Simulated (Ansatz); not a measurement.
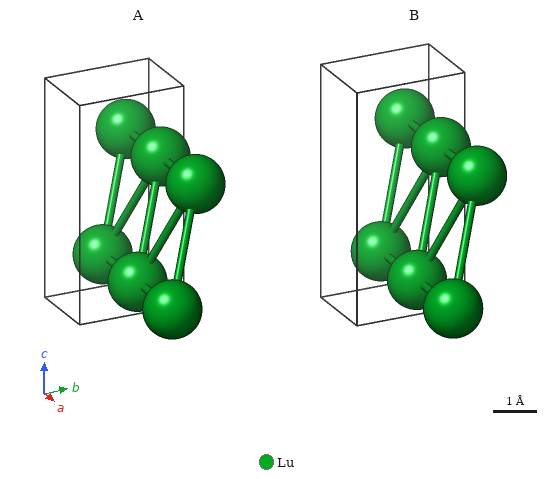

Two geometries of a crystal of Lu (built on the hcp type), drawn at one scale. One is the start of a relaxation, the other its converged end. Style: ball-and-stick. Shown: the cell of the calculation, repeated 3 × 1 × 1 with one cell outlined, slightly off an axis.

The calculation used DFT LDA, scalar-relativistic, plane waves, PAW in Ansatz 0.2.0. Settings: plane-wave cutoff 600 eV; k-point mesh 14 × 14 × 8; occupations gaussian; smearing width 0.05 eV; no spin polarisation; cell and atoms relaxed; force threshold 0.01 eV/Å; at most 60 steps.

Which geometry has the lower energy?

Structure A is the relaxed one. Over 3 accepted moves (4 points after the start) the energy falls by 77.9 meV per atom. All forces vanish by symmetry, so only the cell relaxes. Pressure: −5.88 GPa at the start and 0.00 GPa at the end. At 1 point the geometry stayed and the basis and grid were re-selected for the new cell (energy shift of less than 0.05 meV per atom at most each time). No atom moves by more than 0.005 Å relative to the cell. Cell: a = b 3.510 → 3.383 Å (−3.6 %), c 5.563 → 5.237 Å (−5.9 %). Volume −12.5 %. Some distances before and after: Lu–Lu 3.442 → 3.267 Å, Lu–Lu 3.510 → 3.383 Å. The space group stays P6_3/mmc (No. 194).
